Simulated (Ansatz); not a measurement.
## Electronic structure of Si₃₂O (cell with a defect) in real space

```
Si O
1.0
     5.47009    5.47009    5.47009
     5.47009   -5.47009   -5.47009
    -5.47009    5.47009   -5.47009
Si O
32 1
Cartesian
  6.7919 1.3759 -1.3651
  9.5304 1.3773 1.3645
  4.0097 4.1185 -1.3299
  1.3216 1.3839 -6.8425
  6.7808 4.1103 1.3621
  3.9717 1.3029 -4.1027
  4.1463 -1.3412 -1.4491
  1.3202 6.8635 -1.3599
  4.0597 6.8498 1.3642
  1.3130 4.1685 -4.1539
  9.5374 -1.3524 -1.3563
  1.3483 1.5157 -1.4957
  4.0988 1.4248 1.3701
  6.5272 3.8856 -3.9026
  4.0617 -1.3522 -6.8385
  6.8090 -1.3525 -4.1258
  5.4704 0.0230 -2.7904
  8.1625 0.0313 -0.0194
  2.6969 2.8393 -2.8285
  5.3511 5.4828 -2.6537
  5.4351 2.7656 -0.0084
  2.6463 -0.0265 -5.4869
  8.1647 2.7644 2.7300
  -0.0384 5.4942 -2.7384
  2.6747 5.4944 0.0086
  -0.0427 2.7581 -5.4785
  8.1644 -2.7081 -2.7406
  5.4439 5.4938 2.7370
  2.8974 0.2562 -0.2731
  5.3046 2.6260 -5.4518
  8.1705 2.7168 -2.7012
  5.4404 -2.7217 -5.4802
  -3.7418 4.8061 -5.0717
```

Computed with DFT PBE, scalar-relativistic, plane waves, PAW (Ansatz 0.2.0).

The density is the valence pseudo-density of a PAW calculation; it isn't the true density close to the nuclei.

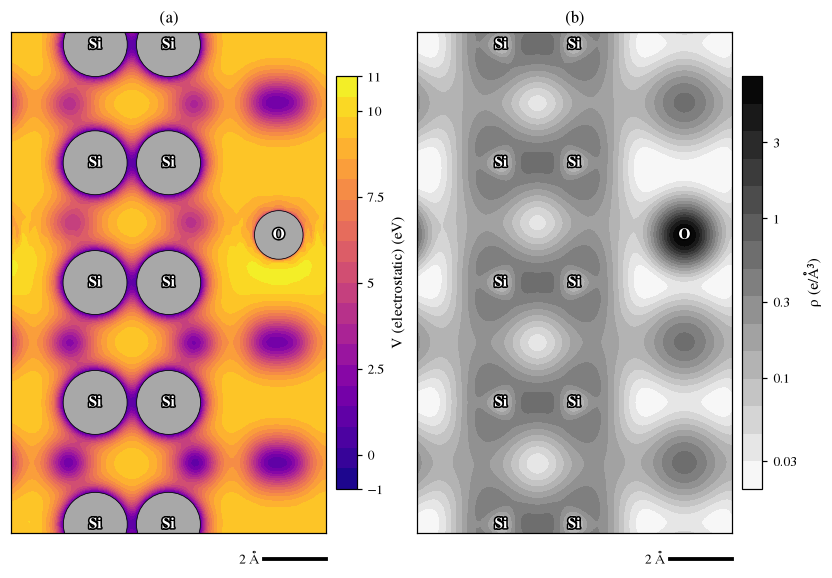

Figure 1. (a) electrostatic potential (local pseudopotential plus Hartree) felt by an electron; (b) valence pseudo-density on the (101) plane of the calculation cell. Grey discs cover the atomic cores in the potential map.

### What do the fields say about this system?

Atoms in the plane: Si and O.
Si–Si (2.37 Å): ρ at the midpoint is about 0.56 e/Å³.
Between the atoms the lowest density in this plane is 0.02 e/Å³.
Outside the cores the potential energy rises away from the atoms and is highest about 1.3 Å from the nearest atoms; its zero is arbitrary.

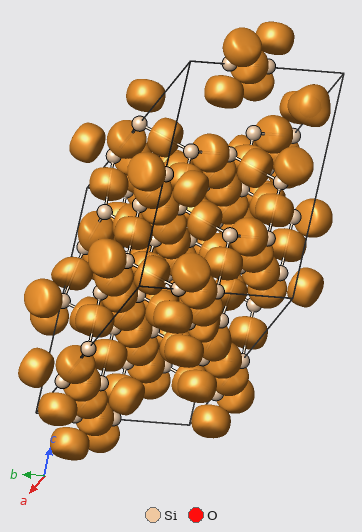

Figure 2. Isosurface of the electron localisation function at 0.75 (orange), seen at an oblique angle. Core shells and regions of very low density are left out. Sticks mark near contacts.

### Identify the bonds, lone pairs and shells in this picture.

The ELF exceeds this value in 63 regions between bonded Si–Si atoms (shared pairs) and one region on O in which the atom's valence shell and bonds are merged, counted in one cell of 33 atoms. Regions shared between cells count once. Along the contacts the grid gives the following. Si–O (1.63 Å): the ELF peaks at about 0.85 between the atoms (a shared but strongly polarised pair). Si–Si (2.31 Å): the ELF peaks at about 0.95 between the atoms, as expected for a covalent bond.

### Metal or insulator at this level of theory?

It is gapped, with a Kohn–Sham gap of 1.3 eV on the k-point mesh (the band edges may lie off the mesh, which would make the gap smaller).
